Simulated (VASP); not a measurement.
**Run report: SiC, geometry relaxation (part 2 of 2)**

SiC (F-43m, 2 atoms in the cell); Kohn-Sham DFT of a periodic cell, PBE, VASP PAW PBE potentials, recommended, no spin polarisation (VASP 6.6.1); cutoff 200 eV, 12×12×12 k-mesh, Gaussian smearing of 0.02 eV. The structure derives from an entry of the Crystallography Open Database.

Geometry of the input (Å; fractional positions):
```
0.0000  2.1179  2.1179
2.1179  -0.0000  2.1179
2.1179  2.1179  0.0000
Si 0.0000  0.0000  0.0000
C  0.2500  0.2500  0.2500
```

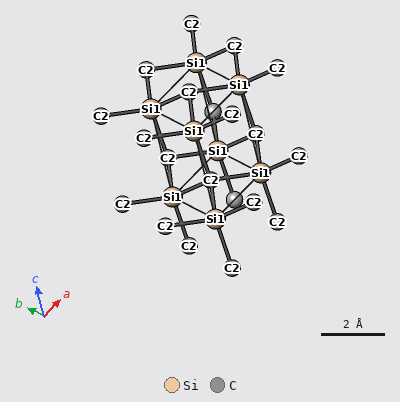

Fig. 1: The geometry at step 1 of the log (ball-and-stick view of the cell of the calculation, seen slightly off an axis; neighbours outside the cell are drawn fainter; atoms are numbered from 1 in the order of the input).

### Parts of OUTCAR, continued
```
   k-points           NKPTS =     72   k-points in BZ     NKDIM =     72   number of bands    NBANDS=      8
   number of dos      NEDOS =    301   number of ions     NIONS =      2
   total plane-waves  NPLWV =   2744
   dimension x,y,z NGX =    14 NGY =   14 NGZ =   14
   dimension x,y,z NGXF=    28 NGYF=   28 NGZF=   28
   ions per type =               1   1
   NGX,Y,Z   is equivalent  to a cutoff of   7.77,  7.77,  7.77 a.u.
   NGXF,Y,Z  is equivalent  to a cutoff of  15.54, 15.54, 15.54 a.u.
 SYSTEM =  SiC
   PREC   = accura    normal or accurate (medium, high low for compatibility)
   ISTART =      0    job   : 0-new  1-cont  2-samecut
   ICHARG =      2    charge: 1-file 2-atom 10-const
   ISPIN  =      1    spin polarized calculation?
   LNONCOLLINEAR =      F non collinear calculations
   LSORBIT =      F    spin-orbit coupling
   LASPH  =      T    aspherical Exc in radial PAW
   ENCUT  =  200.0 eV  14.70 Ry    3.83 a.u.   3.45  3.45  3.45*2*pi/ulx,y,z
   NELM   =     80;   NELMIN=  2; NELMDL= -5     # of ELM steps
   EDIFF  = 0.1E-06   stopping-criterion for ELM
   LREAL  =      F    real-space projection
   EDIFFG = -.2E-02   stopping-criterion for IOM
   NSW    =     80    number of steps for IOM
   IBRION =      2    ionic relax: 0-MD 1-quasi-New 2-CG
   NFREE  =      1    steps in history (QN), initial steepest desc. (CG)
   ISIF   =      3    stress and relaxation
   ISYM   =      2    0-nonsym 1-usesym 2-fastsym
   POTIM  = 0.5000    time-step for ionic-motion
   TEBEG  =    0.0;   TEEND  =   0.0 temperature during run
   PSTRESS=    0.0 pullay stress
   NELECT =       8.0000    total number of electrons
   NUPDOWN=      -1.0000    fix difference up-down
   EMIN   =  10.00;   EMAX   =-10.00  energy-range for DOS
   EFERMI =   0.00;   METHOD = LEGACY
   ISMEAR =     0;   SIGMA  =   0.02  broadening in eV -4-tet -1-fermi 0-gaus
   EFERMI_NEDOS =   21; number of points for ismear=-14 and -15
   IALGO  =     68    algorithm
   IMIX   =      4    mixing-type and parameters
     AMIX     =   0.40;   BMIX     =  1.00
     AMIX_MAG =   1.60;   BMIX_MAG =  1.00
  volume/ion in A,a.u.               =       9.50        64.11
  Fermi-wavevector in a.u.,A,eV,Ry     =   1.227004  2.318701 20.484100  1.505539
  Thomas-Fermi vector in A             =   2.361984
   LORBIT       =      0    0 simple, 1 ext, 2 COOP (PROOUT), +10 PAW based schemes
   GGA     = PE    functional components
   LHFCALC =     F    Hartree Fock is set to
   AEXX    =    0.0000 exact exchange contribution
   IVDW    =     0    specifies the selected vdW correction
   LEPSILON=     F    determine dielectric tensor
   LRPA    =     F    only Hartree local field effects (RPA)
 conjugate gradient relaxation of ions
 non-spin polarized calculation
 RMM-DIIS sequential band-by-band and
 Gauss-broadening in eV      SIGMA  =   0.02
  energy-cutoff  :      200.00
  volume of cell :       19.00
 maximum number of plane-waves:       130
 NGX is ok and might be reduce to    14
   NGX =  7   NGY =  7   NGZ =  7

--------------------------------------- Ionic step        1  -------------------------------------------

 number of electron       8.0000000 magnetization

 Free energy of the ion-electron system (eV)
  ---------------------------------------------------
  ext. energy  EPLUGINS =         0.00000000
  ---------------------------------------------------
  free energy    TOTEN  =       -14.91723630 eV

  energy without entropy =      -14.91723630  energy(sigma->0) =      -14.91723630

------------------------ aborting loop because EDIFF is reached ----------------------------------------

  FORCE on cell =-STRESS in cart. coord.  units (eV):
  Direction    XX          YY          ZZ          XY          YZ          ZX
  --------------------------------------------------------------------------------------
  -------------------------------------------------------------------------------------
  Total       -0.3583355     -0.3583355     -0.3583355      0.0000000      0.0000000     -0.0000000
  in kB      -30.2150888    -30.2150888    -30.2150888      0.0000000      0.0000000     -0.0000000
  external PRESSURE =     -30.2150888 kB  Pullay stress =       0.0000000 kB

 VOLUME and BASIS-vectors are now :
 -----------------------------------------------------------------------------
  energy-cutoff  :      200.00
  volume of cell :       19.00
      direct lattice vectors                 reciprocal lattice vectors
     0.000000000  2.117949023  2.117949023    -0.236077448  0.236077448  0.236077448
     2.117949023  0.000000000  2.117949023     0.236077448 -0.236077448  0.236077448
     2.117949023  2.117949023  0.000000000     0.236077448  0.236077448 -0.236077448

 POSITION                                       TOTAL-FORCE (eV/Angst)
 -----------------------------------------------------------------------------------
      0.00000      0.00000      0.00000        -0.000000     -0.000000     -0.000000
      1.05897      1.05897      1.05897         0.000000      0.000000      0.000000
 -----------------------------------------------------------------------------------
    total drift:                                0.000004      0.000004      0.000003

  FREE ENERGIE OF THE ION-ELECTRON SYSTEM (eV)
  ---------------------------------------------------
  free  energy   TOTEN  =       -14.9172363003 eV

  energy  without entropy=      -14.9172363003  energy(sigma->0) =      -14.91723630

--------------------------------------- Ionic step        2  -------------------------------------------

 number of electron       8.0000004 magnetization

------------------------ aborting loop because EDIFF is reached ----------------------------------------

  FORCE on cell =-STRESS in cart. coord.  units (eV):
  Direction    XX          YY          ZZ          XY          YZ          ZX
  --------------------------------------------------------------------------------------
  -------------------------------------------------------------------------------------
  Total        0.6174646      0.6174646      0.6174646     -0.0000000      0.0000000     -0.0000000
  in kB       53.4387923     53.4387923     53.4387923     -0.0000000      0.0000000     -0.0000000
  external PRESSURE =      53.4387923 kB  Pullay stress =       0.0000000 kB

 VOLUME and BASIS-vectors are now :
 -----------------------------------------------------------------------------
  energy-cutoff  :      200.00
  volume of cell :       18.51
      direct lattice vectors                 reciprocal lattice vectors
     0.000000000  2.099642474  2.099642474    -0.238135781  0.238135781  0.238135781
     2.099642474  0.000000000  2.099642474     0.238135781 -0.238135781  0.238135781
     2.099642474  2.099642474 -0.000000000     0.238135781  0.238135781 -0.238135781

 POSITION                                       TOTAL-FORCE (eV/Angst)
 -----------------------------------------------------------------------------------
      4.19928      4.19928      4.19928        -0.000000     -0.000000     -0.000000
      1.04982      1.04982      1.04982         0.000000      0.000000      0.000000
 -----------------------------------------------------------------------------------
    total drift:                                0.000004      0.000004      0.000003

  FREE ENERGIE OF THE ION-ELECTRON SYSTEM (eV)
  ---------------------------------------------------
  free  energy   TOTEN  =       -14.9139789775 eV

  energy  without entropy=      -14.9139789775  energy(sigma->0) =      -14.91397898

--------------------------------------- Ionic step        3  -------------------------------------------

 number of electron       8.0000001 magnetization

 Free energy of the ion-electron system (eV)
  ---------------------------------------------------
  ext. energy  EPLUGINS =         0.00000000
  ---------------------------------------------------
  free energy    TOTEN  =       -14.91898828 eV

  energy without entropy =      -14.91898828  energy(sigma->0) =      -14.91898828

 E-fermi :   9.6089     XC(G=0): -11.7945     alpha+bet :-18.0716

 val. band max:        9.5263068425   @ k =   0.0000   0.0000   0.0000
 cond. band min:      10.5017195812   @ k =   0.5000   0.5000   0.0000
 fundamental gap:      0.9754127387
 Fermi energy:         9.6089421777

 k-point     1 :       0.0000    0.0000    0.0000
  band No.  band energies     occupation
      1      -7.0928      2.00000
      2       9.5263      2.00000
      3       9.5263      2.00000
      4       9.5263      2.00000
      5      16.2991      0.00000
      6      17.2777      0.00000
      7      17.2777      0.00000
      8      17.2777      0.00000

 k-point     2 :       0.0833    0.0000    0.0000
  band No.  band energies     occupation
      1      -6.9475      2.00000
      2       8.5976      2.00000
      3       9.3332      2.00000
      4       9.3332      2.00000
      5      16.5009      0.00000
      6      17.4715      0.00000
      7      17.4715      0.00000
      8      17.5373      0.00000

 k-point     3 :       0.1667    0.0000    0.0000
  band No.  band energies     occupation
      1      -6.5141      2.00000
      2       6.8135      2.00000
      3       9.0796      2.00000
      4       9.0796      2.00000
      5      16.3306      0.00000
      6      17.8371      0.00000
      7      17.8371      0.00000
      8      18.6320      0.00000

 k-point     4 :       0.2500    0.0000    0.0000
  band No.  band energies     occupation
      1      -5.8105      2.00000
      2       4.7106      2.00000
      3       8.7717      2.00000
      4       8.7717      2.00000
      5      15.9772      0.00000
      6      17.8495      0.00000
      7      17.8495      0.00000
      8      19.6356      0.00000

 k-point     5 :       0.3333    0.0000    0.0000
  band No.  band energies     occupation
      1      -4.8712      2.00000
      2       2.7655      2.00000
      3       8.5502      2.00000
      4       8.5503      2.00000
      5      15.7220      0.00000
      6      17.4750      0.00000
      7      17.4750      0.00000
      8      20.3317      0.00000

 [... the levels of 18 k-points are left out ...]

 k-point    24 :      -0.4167    0.1667    0.0000
  band No.  band energies     occupation
      1      -2.8983      2.00000
      2       0.7673      2.00000
      3       6.0515      2.00000
      4       7.6995      2.00000
      5      14.7601      0.00000
      6      17.8166      0.00000
      7      18.4047      0.00000
      8      21.8804      0.00000

 [... further k-points ...]

------------------------ aborting loop because EDIFF is reached ----------------------------------------

  FORCE on cell =-STRESS in cart. coord.  units (eV):
  Direction    XX          YY          ZZ          XY          YZ          ZX
  --------------------------------------------------------------------------------------
  -------------------------------------------------------------------------------------
  Total       -0.0006597     -0.0006597     -0.0006597     -0.0000000     -0.0000000      0.0000000
  in kB       -0.0561698     -0.0561698     -0.0561698     -0.0000000     -0.0000000      0.0000000
  external PRESSURE =      -0.0561698 kB  Pullay stress =       0.0000000 kB

 VOLUME and BASIS-vectors are now :
 -----------------------------------------------------------------------------
  energy-cutoff  :      200.00
  volume of cell :       18.82
      direct lattice vectors                 reciprocal lattice vectors
     0.000000000  2.111122543  2.111122543    -0.236840823  0.236840823  0.236840823
     2.111122543  0.000000000  2.111122543     0.236840823 -0.236840823  0.236840823
     2.111122543  2.111122543 -0.000000000     0.236840823  0.236840823 -0.236840823

 POSITION                                       TOTAL-FORCE (eV/Angst)
 -----------------------------------------------------------------------------------
      0.00000      0.00000      0.00000         0.000000     -0.000000     -0.000000
      1.05556      1.05556      1.05556        -0.000000      0.000000      0.000000
 -----------------------------------------------------------------------------------
    total drift:                                0.000004      0.000004      0.000003

  FREE ENERGIE OF THE ION-ELECTRON SYSTEM (eV)
  ---------------------------------------------------
  free  energy   TOTEN  =       -14.9189882814 eV

  energy  without entropy=      -14.9189882814  energy(sigma->0) =      -14.91898828

 reached required accuracy - stopping structural energy minimisation
```

### CONTCAR
```
SiC
   1.00000000000000
     0.0000000000000000    2.1111225428859375    2.1111225428859375
     2.1111225428859375    0.0000000000000000    2.1111225428859375
     2.1111225428859375    2.1111225428859375   -0.0000000000000000
  Si              C
     1     1
Direct
     0.0000000000000000    0.0000000000000000    0.0000000000000000
     0.2500000000000000    0.2500000000000000    0.2500000000000000

  0.00000000E+00  0.00000000E+00  0.00000000E+00
  0.00000000E+00  0.00000000E+00  0.00000000E+00
```

### Trajectory as extended XYZ (Å, eV, eV/Å), 3 frames, from step=0 to step=2
```
2
Lattice="0.0000 2.1179 2.1179 2.1179 0.0000 2.1179 2.1179 2.1179 0.0000" Properties=species:S:1:pos:R:3:forces:R:3 step=0 energy=-14.91724
Si    0.0000    0.0000    0.0000    0.0000   0.0000   0.0000
C     1.0590    1.0590    1.0590    0.0000   0.0000   0.0000
2
Lattice="0.0000 2.0996 2.0996 2.0996 0.0000 2.0996 2.0996 2.0996 -0.0000" Properties=species:S:1:pos:R:3:forces:R:3 step=1 energy=-14.91398
Si    4.1993    4.1993    4.1993    0.0000   0.0000   0.0000
C     1.0498    1.0498    1.0498    0.0000   0.0000   0.0000
2
Lattice="0.0000 2.1111 2.1111 2.1111 0.0000 2.1111 2.1111 2.1111 -0.0000" Properties=species:S:1:pos:R:3:forces:R:3 step=2 energy=-14.91899
Si    0.0000    0.0000    0.0000    0.0000   0.0000   0.0000
C     1.0556    1.0556    1.0556    0.0000   0.0000   0.0000
```

### Key numbers

```json
{"quantity": "outcome", "value": "converged"}
{"quantity": "space group (tolerance 0.01 Å)", "value": "F-43m (216)"}
{"quantity": "electrons treated", "value": "8"}
{"quantity": "free energy", "value": "−14.9190 eV"}
{"quantity": "Fermi energy", "value": "9.609 eV"}
{"quantity": "gap on the k-point mesh", "value": "0.98 eV"}
{"quantity": "pressure", "value": "−0.01 GPa"}
{"quantity": "final volume", "value": "18.82 Å³"}
{"quantity": "largest force (length of the vector) at the end", "value": "under 0.001 eV/Å"}
{"quantity": "final cell", "value": "a = 2.986 Å, b = 2.986 Å, c = 2.986 Å, α = 60.00°, β = 60.00°, γ = 60.00°"}
{"quantity": "hardware", "value": "1 thread of Intel Xeon (Granite Rapids), 64 GiB of memory available, shared host"}
{"quantity": "wall time", "value": "3.1 s"}
{"quantity": "peak memory", "value": "0.1 GiB"}
```
